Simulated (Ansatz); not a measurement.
## A series of single points on Au

System: Au (Cmcm, 2 atoms in the cell).
Method: Kohn-Sham DFT of a periodic cell, PBEsol, Ansatz PAW, no spin polarisation (Ansatz 0.2.0).

The 6 runs differ only in the geometry, by an even scaling of the cell at fixed fractional positions. The structure derives from a Materials Project entry.

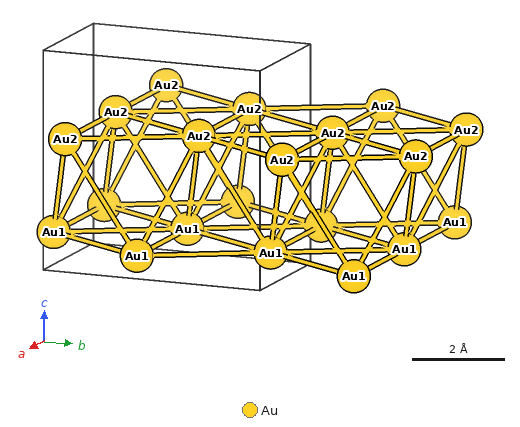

Figure 1. The structure of run 4 (ball-and-stick view of the cell 2 times as large as that of the calculation, set on its symmetry axes, repeated 2 × 2 × 1, seen slightly off an axis; atoms are numbered from 1 in the order of the input). An atom can appear more than once, as a periodic image.

**Input of run 4**
```yaml
crystal:
  lattice:
    - [1.420656661, -2.5728602271, 0.0]
    - [1.420656661, 2.5728602271, 0.0]
    - [0.0, 0.0, 4.9255756512]
  atoms:
    - { symbol: Au, position: [0.33467203, 0.66532797, 0.25] }
    - { symbol: Au, position: [0.66532797, 0.33467203, 0.75] }
hamiltonian:
  xc: pbesol
  pseudopotentials: { kind: paw }
kpoints:
  mp_grid: { grid: [11, 11, 6] }
scf:
  occupations: { method: fermi_dirac, width: 0.05 }
output:
  forces: true
  stress: true
  eigenvalues: true
```

Command:
```bash
ansatz run input.yaml --threads 2 --pin off --max-ram 5632MiB --backend cpu --events-out ev --progress --plain --runs-dir out
```

Lattice vectors (Å) and fractional positions of run 4:
```
   1.420657   -2.572860    0.000000
   1.420657    2.572860    0.000000
   0.000000    0.000000    4.925576
Au  0.334672  0.665328  0.250000
Au  0.665328  0.334672  0.750000
```

Run 5 differs from it as follows:
```diff
-    - [1.420656661, -2.5728602271, 0.0]
-    - [1.420656661, 2.5728602271, 0.0]
-    - [0.0, 0.0, 4.9255756512]
+    - [1.4298819627, -2.5895675798, 0.0]
+    - [1.4298819627, 2.5895675798, 0.0]
+    - [0.0, 0.0, 4.9575608049]
```

**Results, with one run withheld**

```tsv
run	volume per atom (Å³)	free energy per atom, from the lowest run given (meV)	pressure (GPa)
1	16.592	7.13	5.29
2	16.945	0.00	1.27
3	17.651	9.43	−5.24
4	18.004	23.94	−7.87
5	18.357	?	?
6	18.710	68.40	−12.10
```

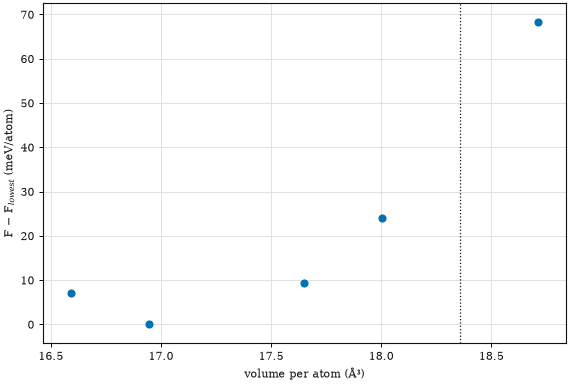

Figure 2. Free energy per atom of the runs given; the dotted line marks run 5.

What should run 5 give?

A cubic polynomial in V^(−2/3) (the Birch–Murnaghan form), fitted to the 5 runs given, misses them by under 0.01 meV per atom. With x = V^(−2/3) − 0.14805 Å⁻², it reads F = 6.502 − 4949.2 x + 8.6125e+05 x² + 5.4523e+06 x³ (meV per atom). At run 5 it gives 43.84 meV per atom, and the run itself gives 43.84. The slope of the fit gives a pressure −dF/dV of −10.14 GPa there, and the run prints −10.14 GPa. The fit has its minimum at 17.068 Å³ per atom, where V d²F/dV² gives 172 GPa. Cell shape and fractional positions are held, so this is the stiffness under even scaling; the relaxed bulk modulus wasn't computed.

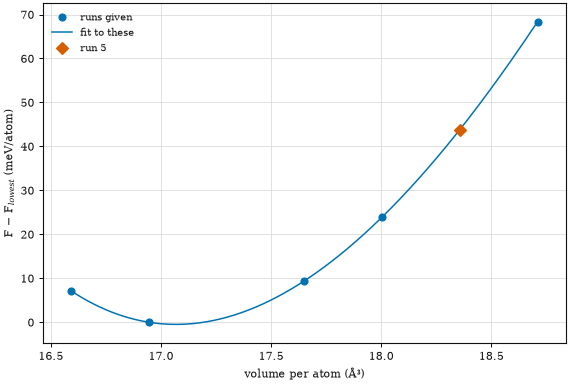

Figure 3. The fit and the withheld run.

**Output, shortened to warnings, some set-up lines, iterations and results (run 5)**
```
Basis set: ecut = 420 eV, 717 PW (Γ), exchange–correlation on 40×40×72 points (8 copies of the dense FFT grid, shifted against one another)
Symmetry: 8 space group operations
k-points: 144 of 726
Initial density: superposition of atomic densities (neutral atoms: chi_scale 0, normalization atom), corrected by the library's trained network
[...]
SCF iter   1: F=—  HF=-26014.092849 eV  |F-HF|=—  |Δ(HF+E_count)|=         —  Δρ=6.59e-3  dr2=1.51e-2  ethr=1.77e-3  ⟨swp⟩=4.8  Hψ=12530  notcnv=0
SCF iter   2: F=—  HF=-26014.090111 eV  |F-HF|=—  |Δ(HF+E_count)|=   2.74e-3  Δρ=2.85e-3  dr2=2.53e-3  ethr=3.98e-5  ⟨swp⟩=2.2  Hψ=6075  notcnv=0
SCF iter   3: F=—  HF=-26014.089418 eV  |F-HF|=—  |Δ(HF+E_count)|=   6.93e-4  Δρ=6.89e-4  dr2=9.27e-5  ethr=6.65e-6  ⟨swp⟩=2.0  Hψ=4445  notcnv=0
SCF iter   4: F=—  HF=-26014.089434 eV  |F-HF|=—  |Δ(HF+E_count)|=   1.64e-5  Δρ=1.19e-4  dr2=2.68e-6  ethr=2.44e-7  ⟨swp⟩=2.3  Hψ=5467  notcnv=0
SCF iter   5: F=—  HF=-26014.089435 eV  |F-HF|=—  |Δ(HF+E_count)|=   6.40e-7  Δρ=2.56e-5  dr2=2.68e-7  ethr=7.05e-9  ⟨swp⟩=2.3  Hψ=5540  notcnv=0
SCF iter   6: F=-26014.089435 eV  HF=-26014.089435 eV  |F-HF|=5.09e-10  |Δ(HF+E_count)|=   2.32e-8  Δρ=4.83e-6  dr2=8.36e-9  ethr=2.63e-10  ⟨swp⟩=4.5  Hψ=11518  notcnv=0
SCF 1 converged in 6 iterations: F = -26014.089435 eV  dr2 = 8.36e-9
SCF converged after 6 iterations
Free energy (F): -26014.089435 eV
Harris-Foulkes:  -26014.089435 eV  (|F-HF|=5.09e-10)
Internal energy: -26014.081980 eV  (E = F + TS)
E sigma→0 (E₀):  -26014.085707 eV
Entropy (-TS):   -0.007454 eV (-3.727 meV/atom)
Fermi energy:    18.399802 eV
--- Per-component energies (eV) ---
  E_band       = -484.515997
  E_kinetic    = 1206.431772
  E_local      = -3636.339278  (includes V_loc(G=0)·N_el)
  E_nonlocal   = 155.672868
  E_hartree    = 1532.109575
  E_xc         = -451.532555
  E_vxc        = -547.024582  (∫ρ·V_xc dr)
  E_paw        = -19131.556129  (= ΣΔE_a)
  E_vpaw       = -727.478279  (= ΣTr[D̂ρ^β])
  E_aug_tail   = 0.002725  (compensation charges beyond the density's cutoff)
  E_ewald      = -5689.489916
  E_core_change = 0.618958  (= ΣΔE_core)
  E_smearing   = -0.007454  (= −TS)
  E_closure    = 0.000000  (closes the sum)
  Σ components = -26014.089435   (vs F -26014.089435, Δ=0.00e0)
--- Forces (eV/Å), atoms counted from 1 ---
  atom   1  Au     0.00000000    -0.00645608     0.00000000
  atom   2  Au     0.00000000     0.00645608     0.00000000
  max |Σ_I F_I| component: 0.00e0 eV/Å
--- Stress (GPa, compression-positive) ---
       -8.218840       0.000000       0.000000
        0.000000     -11.488474       0.000000
        0.000000       0.000000     -10.714968
  P = ⅓ Tr σ = -10.1408 GPa (-101.408 kbar)
```

Notes: Spin–orbit coupling is left out, which matters for Au.
